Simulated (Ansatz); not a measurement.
# Sb$_{2}$Pt: what the fields show

```
Sb Pt
1.0
     6.63217    0.00000    0.00000
     0.00000    6.63217    0.00000
     0.00000    0.00000    6.63217
Sb Pt
8 4
Cartesian
  2.4935 2.4935 2.4935
  0.8226 4.1387 5.8096
  5.8096 0.8226 4.1387
  4.1387 5.8096 0.8226
  4.1387 4.1387 4.1387
  5.8096 2.4935 0.8226
  0.8226 5.8096 2.4935
  2.4935 0.8226 5.8096
  0.0000 0.0000 0.0000
  3.3161 0.0000 3.3161
  3.3161 3.3161 0.0000
  0.0000 3.3161 3.3161
```

Space group Pa-3; changed on purpose from its base cell (volume × 1.06, shape and atoms relaxed); computed pressure about −6 GPa in this cell.

All numbers below come from DFT r2SCAN, scalar-relativistic, plane waves, PAW in Ansatz 0.2.0.

In a PAW calculation such maps are meaningful between the atoms, not at the nuclei.

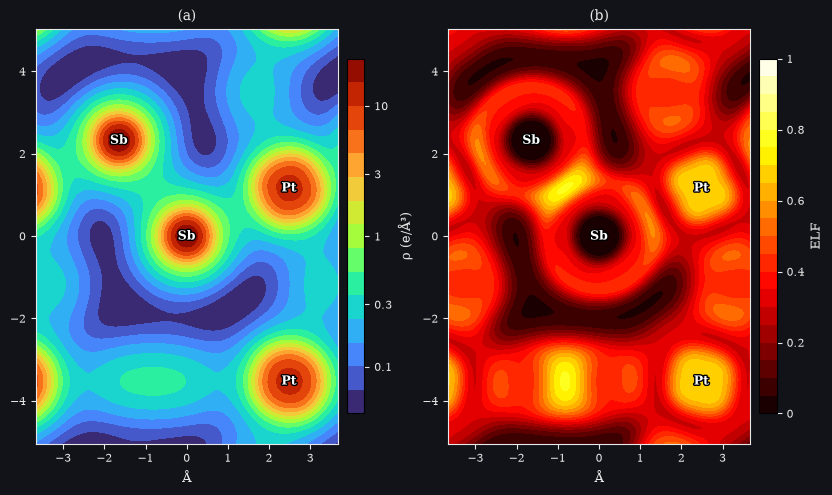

Figure 1. (a) valence electron density; (b) electron localisation function on the (011) plane of the conventional cell.

**What do the fields say about this system?**

The section cuts through Sb and Pt sites.
Sb–Pt (2.75 Å): ρ is about 0.42 e/Å³ halfway; the ELF reaches about 0.55 near the midpoint.
Sb–Sb (2.85 Å): ρ is about 0.41 e/Å³ halfway; the ELF peaks at about 0.75 between the atoms.
Between the atoms the lowest density in this plane is 0.04 e/Å³.
The features right at Pt lie inside the PAW spheres, where the map follows smoothed inner orbitals and isn't to be read closely.

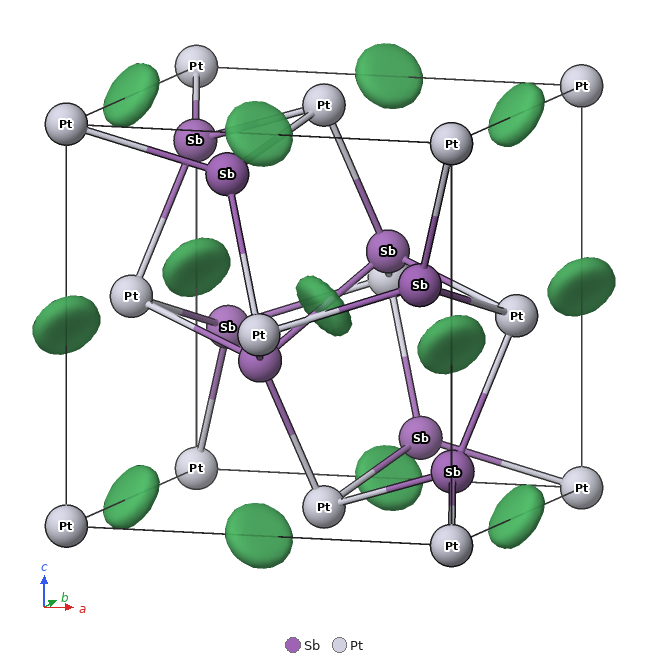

Figure 2. Isosurface of the electron localisation function at 0.65 (green), seen slightly off an axis. Core shells and regions of very low density are left out. Sticks mark near contacts.

**Identify the bonds, lone pairs and shells in this picture.**

At this value the surface marks out four regions between bonded Sb–Sb atoms, counted in one cell of 12 atoms. Regions shared between cells count once.

**Does the calculation make it a metal, or give it a gap?**

It is gapless in this calculation (a metal or semimetal).
